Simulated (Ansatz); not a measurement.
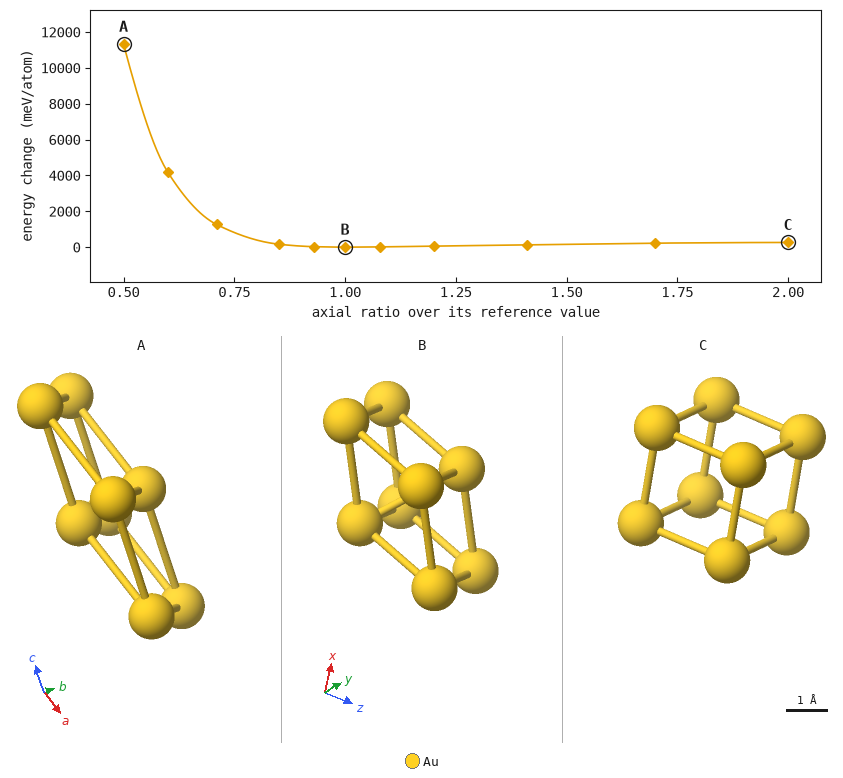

Crystalline Au (Im-3m): the ratio of the cell's length along [111] to its lengths across, counted as 1 for the reference, is changed at fixed volume (a trigonal path), with the atoms kept at their fractional coordinates. x, y and z are the Cartesian axes of the input. The lettered frames are marked on the plot. The picture is a ball-and-stick view of the cell of the calculation, seen slightly off an axis.

The calculation used DFT PBEsol, scalar-relativistic, plane waves, PAW (Ansatz 0.2.0). Set-up: plane-wave cutoff 420 eV; k-point mesh 22 × 22 × 22; occupations gaussian; smearing width 0.15 eV; no spin polarisation. Energies (free energies at the smearing named) are counted from the cell as listed in its source, which wasn't relaxed.

Read off the main features of the energy profile.

Answer. Of the computed points the lowest is at the relative ratio 1.00, 0 meV/atom. The end points stand at 11319 meV/atom (0.50) and 261 meV/atom (2.00). The unrelaxed reference is under a pressure of −9.4 GPa. The distortion takes the space group from Im-3m to R-3m, except for Pm-3m at 2.00. At the relative ratio 2.00 the cell of the drawing goes a 2.870 → 2.631 Å, b 2.870 → 2.631 Å, c 2.870 → 2.631 Å, α 109.5° → 90.0°, β 109.5° → 90.0°, γ 109.5° → 90.0°.
